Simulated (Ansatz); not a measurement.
Single-point calculation of PtSe (part 2 of 3)

Continued. System: PtSe (F-43m, 2 atoms in the cell). Method: DFT PBE+U+J, scalar-relativistic, plane waves, PAW, U = 7 eV, J = 0.9 eV on Pt atom 1 d, spin-polarised (Ansatz 0.2.0); cutoff 420 eV, 5×5×5 k-mesh, Gaussian smearing of 0.05 eV, collinear spins. The structure was built on a prototype by a generator; it need not be a known phase. It belongs to a series of runs on one base structure; here: random orbitals: harmonics, high filling.

Geometry of the input (Å; fractional positions):
```
0.0000  3.0374  3.0374
3.0374  0.0000  3.0374
3.0374  3.0374  0.0000
Pt 0.0000  0.0000  0.0000
Se 0.2500  0.2500  0.2500
```

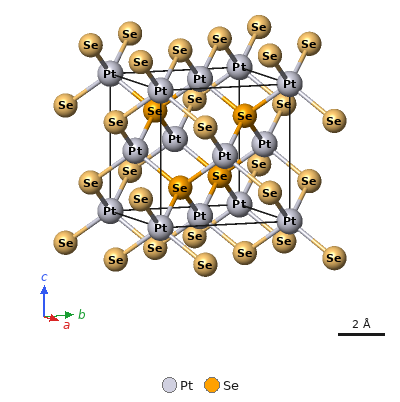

**Figure 1.** The structure as given in the input (ball-and-stick view of the cell 4 times as large as that of the calculation, set on its symmetry axes, seen slightly off an axis; neighbours outside the cell are drawn fainter). An atom can appear more than once, as a periodic image.

### The program's output, continued
```
SCF iter   1: F=—  HF=-17988.210558 eV  |F-HF|=—  |Δ(HF+E_count)|=         —  Δρ=6.58e-2 (↑4.44e-2 ↓6.58e-2)  dr2=3.99e0  dr2_m=7.43e-1  M=2.013 μB ∫|m|=2.015 μB  β_m=0.30  ethr=3.10e-3  ⟨swp⟩=5.4  Hψ=5048  notcnv=0
preconditioner: auto → none  [insulator: Δε(μ)=0.071 eV  Ē_g=10.519 eV  σ=0.050 eV  W_gap=0.68  n_scr=14 (ndim 8)  ℏωp=19.8 eV  f_vac=0.156  D(μ)=0.11/eV (n_scr^D=0)  ε∞_Penn≈4.6]
SCF iter   2: F=—  HF=-17987.298081 eV  |F-HF|=—  |Δ(HF+E_count)|=   9.12e-1  Δρ=4.44e-2 (↑1.66e-2 ↓4.44e-2)  dr2=2.71e-1  dr2_m=3.63e-1  M=1.948 μB ∫|m|=1.953 μB  β_m=0.30  ethr=3.10e-3  ⟨swp⟩=3.0  Hψ=2375  notcnv=0  defer=45
SCF iter   3: F=—  HF=-17987.343321 eV  |F-HF|=—  |Δ(HF+E_count)|=   4.52e-2  Δρ=3.03e-2 (↑1.17e-2 ↓3.03e-2)  dr2=9.40e-2  dr2_m=1.90e-1  M=1.906 μB ∫|m|=1.912 μB  β_m=0.30  ethr=7.96e-4  ⟨swp⟩=2.1  Hψ=1830  notcnv=0  defer=39
SCF iter   4: F=—  HF=-17987.373284 eV  |F-HF|=—  |Δ(HF+E_count)|=   3.00e-2  Δρ=1.55e-2 (↑1.37e-2 ↓1.55e-2)  dr2=9.27e-3  dr2_m=1.07e-1  M=1.938 μB ∫|m|=1.945 μB  β_m=1.00  ethr=2.77e-4  ⟨swp⟩=2.6  Hψ=2271  notcnv=0  defer=39
SCF iter   5: F=—  HF=-17987.428052 eV  |F-HF|=—  |Δ(HF+E_count)|=   5.48e-2  Δρ=1.61e-3 (↑1.34e-3 ↓1.61e-3)  dr2=5.24e-4  dr2_m=8.97e-4  M=1.958 μB ∫|m|=1.967 μB  β_m=1.00  ethr=2.73e-5  ⟨swp⟩=2.5  Hψ=2348  notcnv=0  defer=39
SCF iter   6: F=—  HF=-17987.430426 eV  |F-HF|=—  |Δ(HF+E_count)|=   2.37e-3  Δρ=4.40e-4 (↑4.40e-4 ↓3.70e-4)  dr2=6.92e-5  dr2_m=5.70e-5  M=1.965 μB ∫|m|=1.974 μB  β_m=1.00  ethr=1.54e-6  ⟨swp⟩=2.0  Hψ=2460  notcnv=0  defer=38
SCF iter   7: F=—  HF=-17987.431798 eV  |F-HF|=—  |Δ(HF+E_count)|=   1.37e-3  Δρ=5.13e-4 (↑1.66e-4 ↓5.13e-4)  dr2=2.96e-4  dr2_m=2.06e-5  M=1.970 μB ∫|m|=1.979 μB  β_m=1.00  ethr=2.03e-7  ⟨swp⟩=2.0  Hψ=2073  notcnv=0  defer=38
SCF iter   8: F=—  HF=-17987.432468 eV  |F-HF|=—  |Δ(HF+E_count)|=   6.70e-4  Δρ=1.23e-4 (↑1.23e-4 ↓8.34e-5)  dr2=1.65e-5  dr2_m=1.99e-6  M=1.968 μB ∫|m|=1.978 μB  β_m=0.30  ethr=2.03e-7  ⟨swp⟩=2.0  Hψ=2068  notcnv=0  defer=38
SCF iter   9: F=—  HF=-17987.432877 eV  |F-HF|=—  |Δ(HF+E_count)|=   4.09e-4  Δρ=1.13e-4 (↑1.13e-4 ↓6.88e-5)  dr2=1.28e-5  dr2_m=1.98e-6  M=1.968 μB ∫|m|=1.977 μB  β_m=0.30  ethr=4.86e-8  ⟨swp⟩=2.0  Hψ=1982  notcnv=0  defer=38
Mixer restart at iter 9: flushing history
spin-set hold released at iteration 9 (site moments contracting): the magnetisation degrees of freedom join the quasi-Newton model from the next iteration; the mixer history was flushed
SCF iter  10: F=—  HF=-17987.433081 eV  |F-HF|=—  |Δ(HF+E_count)|=   2.04e-4  Δρ=8.14e-5 (↑7.96e-5 ↓8.14e-5)  dr2=9.92e-7  dr2_m=3.02e-6  M=1.967 μB ∫|m|=1.976 μB  β_m=0.64  ethr=3.75e-8  ⟨swp⟩=2.0  Hψ=2067  notcnv=0  defer=38
SCF iter  11: F=—  HF=-17987.433344 eV  |F-HF|=—  |Δ(HF+E_count)|=   2.63e-4  Δρ=3.46e-4 (↑1.69e-4 ↓3.46e-4)  dr2=2.42e-4  dr2_m=6.21e-6  M=1.969 μB ∫|m|=1.979 μB  β_m=0.45  ethr=2.92e-9  ⟨swp⟩=3.0  Hψ=2992  notcnv=0  defer=38
SCF iter  12: F=—  HF=-17987.433291 eV  |F-HF|=—  |Δ(HF+E_count)|=   5.27e-5  Δρ=2.44e-5 (↑2.32e-5 ↓2.44e-5)  dr2=1.80e-8  dr2_m=2.87e-7  M=1.967 μB ∫|m|=1.976 μB  β_m=0.73  ethr=2.92e-9  ⟨swp⟩=3.0  Hψ=2487  notcnv=0  defer=38
SCF iter  13: F=—  HF=-17987.433291 eV  |F-HF|=—  |Δ(HF+E_count)|=   1.93e-7  Δρ=1.02e-5 (↑9.32e-6 ↓1.02e-5)  dr2=1.43e-8  dr2_m=4.70e-8  M=1.967 μB ∫|m|=1.976 μB  β_m=0.73  ethr=5.30e-11  ⟨swp⟩=2.0  Hψ=2091  notcnv=0  defer=38
Mixer restart at iter 13: flushing history
SCF iter  14: F=—  HF=-17987.433773 eV  |F-HF|=—  |Δ(HF+E_count)|=         —  Δρ=2.68e-5 (↑1.24e-5 ↓2.68e-5)  dr2=4.56e-7  dr2_m=1.48e-7  M=1.967 μB ∫|m|=1.976 μB  β_m=0.73  ethr=4.21e-11  ⟨swp⟩=1.5  Hψ=1238  notcnv=0  defer=38
SCF iter  15: F=—  HF=-17987.721478 eV  |F-HF|=—  |Δ(HF+E_count)|=   2.88e-1  Δρ=1.73e-2 (↑4.57e-3 ↓1.73e-2)  dr2=2.41e-1  dr2_m=4.18e-2  M=1.692 μB ∫|m|=1.700 μB  β_m=0.03  ethr=4.21e-11  ⟨swp⟩=5.0  Hψ=3151  notcnv=0  defer=38  recentre
SCF iter  16: F=—  HF=-17987.445970 eV  |F-HF|=—  |Δ(HF+E_count)|=   2.76e-1  Δρ=5.64e-4 (↑1.24e-4 ↓5.64e-4)  dr2=2.43e-4  dr2_m=4.29e-5  M=1.960 μB ∫|m|=1.969 μB  β_m=0.03  ethr=4.21e-11  ⟨swp⟩=4.8  Hψ=3339  notcnv=0  defer=36
SCF iter  17: F=—  HF=-17987.462482 eV  |F-HF|=—  |Δ(HF+E_count)|=   1.65e-2  Δρ=1.20e-3 (↑3.60e-4 ↓1.20e-3)  dr2=8.49e-4  dr2_m=2.33e-4  M=1.947 μB ∫|m|=1.957 μB  β_m=0.03  ethr=4.21e-11  ⟨swp⟩=4.0  Hψ=3565  notcnv=0  defer=36
SCF iter  18: F=—  HF=-17987.480889 eV  |F-HF|=—  |Δ(HF+E_count)|=   1.84e-2  Δρ=2.64e-3 (↑7.79e-4 ↓2.64e-3)  dr2=5.60e-3  dr2_m=9.90e-4  M=1.919 μB ∫|m|=1.928 μB  β_m=0.07  ethr=4.21e-11  ⟨swp⟩=4.0  Hψ=3362  notcnv=0  defer=36
SCF iter  19: F=—  HF=-17987.550679 eV  |F-HF|=—  |Δ(HF+E_count)|=   6.98e-2  Δρ=6.23e-3 (↑2.06e-3 ↓6.23e-3)  dr2=3.22e-2  dr2_m=5.59e-3  M=1.842 μB ∫|m|=1.851 μB  β_m=0.25  ethr=4.21e-11  ⟨swp⟩=4.9  Hψ=3893  notcnv=0  defer=36
SCF iter  20: F=—  HF=-17987.700981 eV  |F-HF|=—  |Δ(HF+E_count)|=   1.50e-1  Δρ=1.32e-2 (↑4.11e-3 ↓1.32e-2)  dr2=1.28e-1  dr2_m=2.67e-2  M=1.707 μB ∫|m|=1.715 μB  β_m=0.74  ethr=4.21e-11  ⟨swp⟩=5.4  Hψ=4536  notcnv=0  defer=36
SCF iter  21: F=—  HF=-17987.996291 eV  |F-HF|=—  |Δ(HF+E_count)|=   2.95e-1  Δρ=2.94e-2 (↑1.09e-2 ↓2.94e-2)  dr2=5.50e-1  dr2_m=1.37e-1  M=1.304 μB ∫|m|=1.312 μB  β_m=0.46  ethr=4.21e-11  ⟨swp⟩=6.1  Hψ=5448  notcnv=0  defer=35  recentre
SCF iter  22: F=—  HF=-17987.970799 eV  |F-HF|=—  |Δ(HF+E_count)|=   2.55e-2  Δρ=2.68e-2 (↑1.20e-2 ↓2.68e-2)  dr2=4.66e-1  dr2_m=1.20e-1  M=1.273 μB ∫|m|=1.281 μB  β_m=0.49  ethr=4.21e-11  ⟨swp⟩=6.0  Hψ=5570  notcnv=0  defer=36
SCF iter  23: F=—  HF=-17988.351948 eV  |F-HF|=—  |Δ(HF+E_count)|=   3.81e-1  Δρ=2.72e-2 (↑1.30e-2 ↓2.72e-2)  dr2=3.00e-1  dr2_m=1.39e-1  M=1.109 μB ∫|m|=1.123 μB  β_m=0.97  ethr=4.21e-11  ⟨swp⟩=6.3  Hψ=5728  notcnv=0  defer=43
SCF iter  24: F=—  HF=-17988.890630 eV  |F-HF|=—  |Δ(HF+E_count)|=   5.39e-1  Δρ=3.19e-2 (↑9.97e-3 ↓3.19e-2)  dr2=1.07e0  dr2_m=1.21e-1  M=0.970 μB ∫|m|=0.995 μB  β_m=0.25  ethr=4.21e-11  ⟨swp⟩=6.5  Hψ=5941  notcnv=0  defer=43
SCF iter  25: F=—  HF=-17988.922738 eV  |F-HF|=—  |Δ(HF+E_count)|=   3.21e-2  Δρ=9.90e-3 (↑7.89e-3 ↓9.90e-3)  dr2=2.63e-2  dr2_m=2.84e-2  M=1.063 μB ∫|m|=1.088 μB  β_m=0.76  ethr=4.21e-11  ⟨swp⟩=7.0  Hψ=6204  notcnv=0  defer=49
SCF iter  26: F=—  HF=-17988.939181 eV  |F-HF|=—  |Δ(HF+E_count)|=   1.64e-2  Δρ=1.72e-2 (↑3.90e-3 ↓1.72e-2)  dr2=1.40e-1  dr2_m=3.74e-2  M=1.072 μB ∫|m|=1.118 μB  β_m=0.59  ethr=4.21e-11  ⟨swp⟩=6.1  Hψ=5901  notcnv=0  defer=50
SCF iter  27: F=—  HF=-17989.024339 eV  |F-HF|=—  |Δ(HF+E_count)|=   8.52e-2  Δρ=8.46e-3 (↑2.07e-3 ↓8.46e-3)  dr2=3.14e-2  dr2_m=1.01e-2  M=1.052 μB ∫|m|=1.087 μB  β_m=0.73  ethr=4.21e-11  ⟨swp⟩=5.8  Hψ=5211  notcnv=0  defer=49
SCF iter  28: F=—  HF=-17989.060155 eV  |F-HF|=—  |Δ(HF+E_count)|=   3.58e-2  Δρ=9.19e-4 (↑6.62e-4 ↓9.19e-4)  dr2=1.35e-3  dr2_m=1.35e-4  M=1.035 μB ∫|m|=1.059 μB  β_m=0.73  ethr=4.21e-11  ⟨swp⟩=6.0  Hψ=5159  notcnv=0  defer=48
SCF iter  29: F=—  HF=-17989.060151 eV  |F-HF|=—  |Δ(HF+E_count)|=   4.22e-6  Δρ=5.00e-4 (↑2.59e-4 ↓5.00e-4)  dr2=7.92e-5  dr2_m=4.27e-5  M=1.032 μB ∫|m|=1.055 μB  β_m=0.84  ethr=4.21e-11  ⟨swp⟩=5.0  Hψ=4011  notcnv=0  defer=47
SCF iter  30: F=—  HF=-17989.060340 eV  |F-HF|=—  |Δ(HF+E_count)|=   1.89e-4  Δρ=2.75e-4 (↑1.14e-4 ↓2.75e-4)  dr2=6.87e-5  dr2_m=1.22e-5  M=1.026 μB ∫|m|=1.048 μB  β_m=0.81  ethr=4.21e-11  ⟨swp⟩=4.0  Hψ=3414  notcnv=0  defer=47
SCF iter  31: F=—  HF=-17989.060360 eV  |F-HF|=—  |Δ(HF+E_count)|=   1.98e-5  Δρ=4.94e-5 (↑2.80e-5 ↓4.94e-5)  dr2=1.10e-6  dr2_m=5.03e-7  M=1.025 μB ∫|m|=1.046 μB  β_m=0.82  ethr=4.21e-11  ⟨swp⟩=4.1  Hψ=3421  notcnv=0  defer=47
iter 32 did not close the SCF: its close was put off for a magnetic moment that had not settled (scf_convergence_deferred on its scf_iter line)
SCF iter  32: F=-17989.060361 eV  HF=-17989.060361 eV  |F-HF|=2.36e-8  |Δ(HF+E_count)|=   1.70e-6  Δρ=6.67e-6 (↑5.40e-6 ↓6.67e-6)  dr2=7.81e-9  dr2_m=1.63e-8  M=1.024 μB ∫|m|=1.045 μB  β_m=0.91  ethr=4.21e-11  ⟨swp⟩=8.4  Hψ=7852  notcnv=0
iter 33 did not close the SCF: its close was put off for a magnetic moment that had not settled (scf_convergence_deferred on its scf_iter line)
SCF iter  33: F=-17989.060361 eV  HF=-17989.060361 eV  |F-HF|=1.15e-9  |Δ(HF+E_count)|=   3.84e-8  Δρ=2.28e-6 (↑1.29e-6 ↓2.28e-6)  dr2=1.28e-9  dr2_m=1.43e-9  M=1.024 μB ∫|m|=1.045 μB  β_m=0.93  ethr=2.30e-11  ⟨swp⟩=5.0  Hψ=6436  notcnv=0
SCF iter  34: F=-17989.060361 eV  HF=-17989.060361 eV  |F-HF|=4.37e-10  |Δ(HF+E_count)|=   2.87e-9  Δρ=9.04e-7 (↑9.04e-7 ↓8.06e-7)  dr2=1.16e-10  dr2_m=3.48e-10  M=1.024 μB ∫|m|=1.045 μB  ethr=3.77e-12  ⟨swp⟩=4.0  Hψ=6064  notcnv=0
WARN: hamiltonian.hubbard: on 1 of 2 specified blocks the occupation matrix of this SCF's result fails the test of the specified filling. At site 0 ↓ (sites count from 0 in the list of atoms of the cell that this SCF solves) the least filled combination of the orbitals specified full has occupation 0.921, and the fullest combination of the orbitals specified empty has occupation 0.985; the filling counts as kept where the first is at least 0.75 and exceeds the second by more than 0.25. The state of this SCF's result may not hold the specified filling, though these bounds can also misjudge a state that does. This warning does not say which state is lower in energy, or whether the specified filling is a self-consistent state at all; see hamiltonian.hubbard.sites[].starting_ns, Limitations, and scf.initial_density.shell_occupations in the input reference
SCF 1 converged in 34 iterations: F = -17989.060361 eV  dr2 = 1.16e-10
  greatest PAW one-centre occupation: 1.000 electrons in one spin orbital (limit 2), on the Pt atom at site 0 (counted from 0), in its partial waves of l = 0
SCF converged after 34 iterations
Magnetization: 1.0239 μB (17.5119 up, 16.4881 down)
Absolute magnetization: 1.0326 μB (∫|ρ↑−ρ↓|, with the PAW one-centre terms)
Spin contamination: 0.0681 ħ² per cell (⟨S²⟩ above its minimum at these occupations)
Per-site moments (μB) at R_I (Å): [(0.7252868178403065, 1.0850839163318036), (0.0818268306617885, 1.0850839163318036)]
Free energy (F): -17989.060361 eV
Harris-Foulkes:  -17989.060361 eV  (|F-HF|=4.37e-10)
Internal energy: -17989.057882 eV  (E = F + TS)
E sigma→0 (E₀):  -17989.059122 eV
Entropy (-TS):   -0.002479 eV (-1.239 meV/atom)
Fermi energy:    7.711810 eV
--- Per-component energies (eV) ---
  E_band       = -790.230431
  E_kinetic    = 752.564157
  E_local      = -5187.603933  (includes V_loc(G=0)·N_el)
  E_nonlocal   = -391.168372
  E_hartree    = 2264.898555
  E_xc         = -362.071404
  E_vxc        = -395.622934  (∫ρ·V_xc dr)
  E_hubbard    = 1.517617  (on-site DFT+U / exact-exchange correction)
  E_vhub       = -24.163087  (the Hubbard potential's part of the band-sum identity)
  E_paw        = -11368.097823  (= ΣΔE_a)
  E_vpaw       = -74.033248  (= ΣTr[D̂ρ^β])
  E_aug_tail   = -0.000377  (compensation charges beyond the density's cutoff)
  E_ewald      = -3699.096300
  E_smearing   = -0.002479  (= −TS)
  E_closure    = 0.000000  (closes the sum)
  Σ components = -17989.060361   (vs F -17989.060361, Δ=0.00e0)
--- DFT+U+J on-site energies (Liechtenstein; fll double counting; per corrected site; eV) ---
  site 0 (l=d): U=7.0000  J=0.9000  Tr N=8.9175  E_int=234.612747  E_dc=233.095129  E_U=1.517617
--- Specified on-site occupations, and those of the state reported ---
  electrons in the specified blocks: 7.8000 specified, 8.9175 found
  site 0 (l=d) ↓: largest change of an orbital's occupation 0.9654; electrons 2.9500 specified, 4.0646 found; spectral distance 0.9317
  site 0 (l=d) ↑: largest change of an orbital's occupation 0.0201; electrons 4.8500 specified, 4.8529 found; spectral distance 0.0377
--- Forces (eV/Å), atoms counted from 1 ---
  atom   1  Pt     0.00000000     0.00000000     0.00000000
  atom   2  Se     0.00000000     0.00000000     0.00000000
  max |Σ_I F_I| component: 0.00e0 eV/Å
--- Stress (GPa, compression-positive) ---
       -4.529257       0.000000       0.000000
        0.000000      -7.617468       0.000000
        0.000000       0.000000      -4.529258
  P = ⅓ Tr σ = -5.5587 GPa (-55.587 kbar)
--- Band table (eV; the first three rows and the last of 54) ---
```
